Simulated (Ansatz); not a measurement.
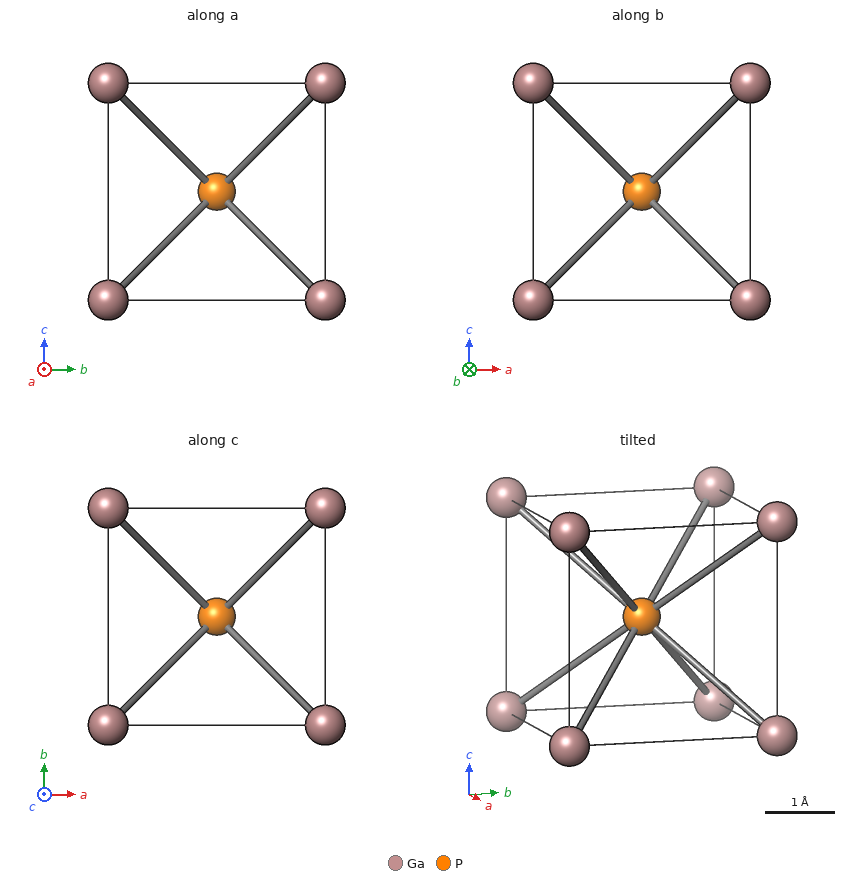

A ball-and-stick picture of a crystal structure, seen along the a axis, along the b axis, along the c axis and slightly off an axis. One conventional unit cell is framed, with atoms on its boundary repeated.

Lattice parameters: a = 3.1864 Å, b = 3.1864 Å, c = 3.1864 Å, α = 90.000°, β = 90.000°, γ = 90.000°.

Express the structure as a CIF with its space group and independent sites.

Answer.
```cif
data_structure
_symmetry_space_group_name_H-M 'P m -3 m'
_symmetry_Int_Tables_number 221
_cell_length_a 3.1864
_cell_length_b 3.1864
_cell_length_c 3.1864
_cell_angle_alpha 90.000
_cell_angle_beta 90.000
_cell_angle_gamma 90.000
_cell_volume 32.35
loop_
_atom_site_label
_atom_site_type_symbol
_atom_site_symmetry_multiplicity
_atom_site_Wyckoff_symbol
_atom_site_fract_x
_atom_site_fract_y
_atom_site_fract_z
_atom_site_occupancy
Ga1 Ga 1 a 0.0000 0.0000 0.0000 1
P1 P 1 b 0.5000 0.5000 0.5000 1
```

The cell started as a structure type filled with these elements by a generator (whether the compound takes this form wasn't checked). Earlier steps of the study may have refined or changed the cell and positions. A calculation with Ansatz used it as input.
